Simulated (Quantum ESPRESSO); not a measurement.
# BeTe: 7 runs along one coordinate

System: BeTe (F-43m, 2 atoms in the cell).
Method: Kohn-Sham DFT of a periodic cell, PBE, SSSP 1.3 efficiency PBE, no spin polarisation (Quantum ESPRESSO 7.5).

The 7 runs differ only in the geometry, by an even scaling of the cell at fixed fractional positions. The structure derives from an entry of the Crystallography Open Database.

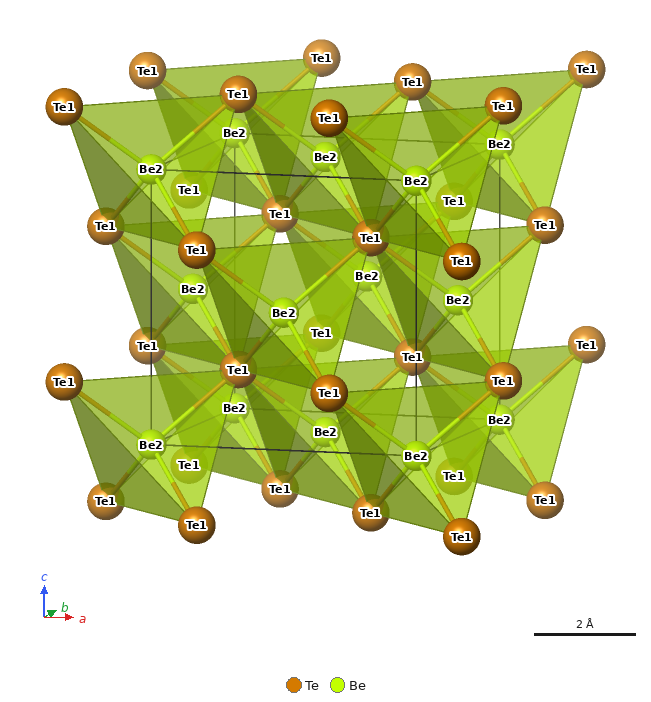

Figure 1. The structure of run 4 (polyhedral view of the cell 4 times as large as that of the calculation, set on its symmetry axes, seen slightly off an axis; polyhedra are completed across the faces of the cell; atoms are numbered from 1 in the order of the input).

## Input of run 4
```
&CONTROL
  calculation = 'scf'
  prefix = 'pwscf'
  outdir = './tmp'
  pseudo_dir = './pseudo'
  tprnfor = .true.
  tstress = .true.
  disk_io = 'nowf'
/
&SYSTEM
  ibrav = 0
  nat = 2
  ntyp = 2
  ecutwfc = 55
  ecutrho = 440
  nbnd = 10
  occupations = 'smearing'
  smearing = 'fd'
  degauss = 0.00367493
/
&ELECTRONS
  conv_thr = 4d-10
  electron_maxstep = 120
  mixing_beta = 0.5
/
ATOMIC_SPECIES
Te   127.6000 Te_pbe_v1.uspp.F.UPF
Be     9.0122 be_pbe_v1.4.uspp.F.UPF
CELL_PARAMETERS angstrom
   0.0000000000    2.7700000000    2.7700000000
   2.7700000000    0.0000000000    2.7700000000
   2.7700000000    2.7700000000    0.0000000000
ATOMIC_POSITIONS crystal
Te     0.7500000000    0.7500000000    0.7500000000
Be     0.0000000000    0.0000000000    0.0000000000
K_POINTS automatic
8 8 8 0 0 0
```

Command:
```bash
OMP_NUM_THREADS=1 pw.x -in pw.in > pw.out
```

Run 2 differs from it as follows:
```diff
-   0.0000000000    2.7700000000    2.7700000000
-   2.7700000000    0.0000000000    2.7700000000
-   2.7700000000    2.7700000000    0.0000000000
+   0.0000000000    2.7325629784    2.7325629784
+   2.7325629784    0.0000000000    2.7325629784
+   2.7325629784    2.7325629784    0.0000000000
```

## Results, with one run withheld

| run | volume per atom (Å³) | free energy per atom, from the lowest run given (meV) | pressure (GPa) | gap on the mesh (eV) |
| --- | --- | --- | --- | --- |
| 1 | 19.979 | 75.14 | 9.68 | 1.63 |
| 2 | 20.404 | ? | ? | ? |
| 3 | 20.829 | 33.67 | 6.06 | 1.75 |
| 4 | 21.254 | 19.67 | 4.50 | 1.81 |
| 5 | 21.679 | 9.63 | 3.08 | 1.86 |
| 6 | 22.104 | 3.18 | 1.79 | 1.91 |
| 7 | 22.529 | 0.00 | 0.62 | 1.96 |

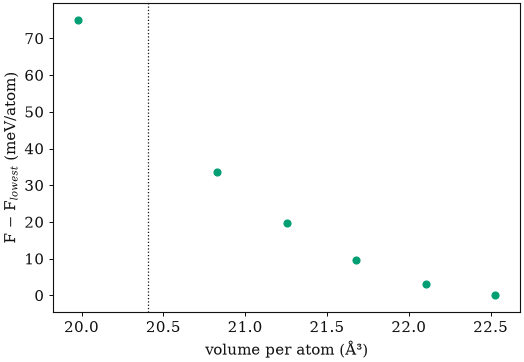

Figure 2. Free energy per atom of the runs given; the dotted line marks run 2.

Estimate the energy of run 2 from the others.

A cubic polynomial in V^(−2/3) (the Birch–Murnaghan form), fitted to the 6 runs given, misses them by under 0.01 meV per atom. With x = V^(−2/3) − 0.12986 Å⁻², it reads F = 16.577 + 6331.2 x + 5.8802e+05 x² − 21478 x³ (meV per atom). At run 2 it gives 52.01 meV per atom, and the run itself gives 52.01. The slope of the fit gives a pressure −dF/dV of 7.79 GPa there, and the run prints 7.78 GPa. The fit has no minimum inside this range. The gap on the mesh goes, without turning, from 1.63 eV in run 1 to 1.96 eV in run 7; run 2 has 1.69 eV. These are gaps of this functional on this mesh, which can miss the band edges; they aren't the measured gap.

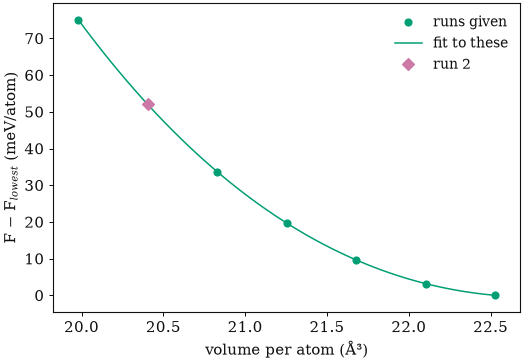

Figure 3. The fit and the withheld run.

## Some lines of the output (run 2)
```
[...]
     unit-cell volume          =     275.3830 (a.u.)^3
     number of k points=    29  Fermi-Dirac smearing, width (Ry)=  0.0037
     total energy              =     -54.78833550 Ry
     total energy              =     -54.79120784 Ry
     total energy              =     -54.79150286 Ry
     total energy              =     -54.79153954 Ry
     total energy              =     -54.79154365 Ry
     total energy              =     -54.79154393 Ry
     total energy              =     -54.79154396 Ry
     the Fermi energy is     7.3733 ev
!    total energy              =     -54.79154396 Ry
     The total energy is F=E-TS. E is the sum of the following terms:
     Computing stress (Cartesian axis) and pressure
          total   stress  (Ry/bohr**3)                   (kbar)     P=       77.84
```
